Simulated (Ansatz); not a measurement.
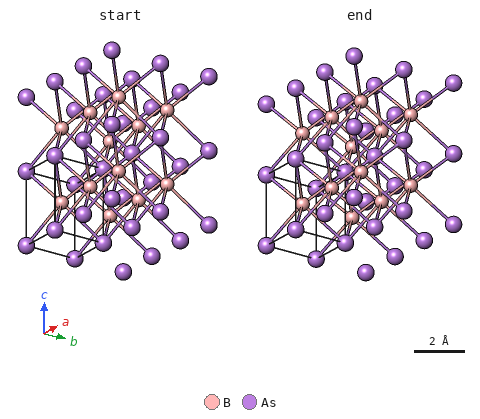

The structure of a crystal of BAs (a generated structure, set up in P-6m2) before (left) and after (right) a relaxation, at one scale.

A ball-and-stick model of the cell of the calculation, repeated 3 × 2 × 2 with one cell outlined, seen from a free direction.

Theory: DFT PBE, scalar-relativistic, plane waves, PAW in Ansatz 0.2.0.

Input
```yaml
crystal:
  lattice:
    - [3.11601052, 0.0, 0.0]
    - [-1.55800526, 2.69854427, 0.0]
    - [0.0, 0.0, 3.04107195]
  atoms:
    - { symbol: B, position: [0.66666667, 0.33333333, 0.5] }
    - { symbol: As, position: [0.0, 0.0, 0.0] }
basis:
  ecutwfc: 420
kpoints:
  mp_grid: { grid: [24, 24, 18] }
hamiltonian:
  xc: pbe
scf:
  occupations: { method: gaussian, width: 0.1 }
output:
  forces: true
  stress: true
  eigenvalues: true
  write_density: true
  write_potential: true
  elf: true
  volumetric_format: npy
relax:
  adjacent_minimum: "off"
  f_tol: 0.01
  max_steps: 80
  cell: { stress_tol: 0.05 }
```

Command:
```bash
ansatz run input.yaml --threads 1 --pin off --max-ram 2560MiB --backend cpu --events-out ev --progress --plain --runs-dir out
```

> Summarise the run.

After 3 accepted moves (4 points after the start) the energy has fallen by 23.0 meV per atom. All forces vanish by symmetry, so only the cell relaxes. Pressure: −1.11 GPa at the start and 0.01 GPa at the end. At 1 point the geometry stayed and the basis and grid were re-selected for the new cell (energy shift of 0.1 meV per atom at most each time). No atom moves by more than 0.005 Å relative to the cell. The volume changes by +0.2 %, with a = b 3.116 → 3.195 Å (+2.5 %), c 3.041 → 2.898 Å (−4.7 %). Near-neighbour distances that change, for instance: B1–As2 2.356 → 2.346 Å. Bond angles that change, for instance: B1–As2–B1 80.4° → 76.3°, As2–B1–As2 80.4° → 76.3°, B1–As2–B1 82.8° → 85.8°. The space group stays P-6m2 (No. 187). The run took 5.2 min on 1 thread of Intel(R) Xeon(R) Processor @ 2.50GHz (Skylake/Cascade Lake), on a shared host, peak memory 0.59 GiB.
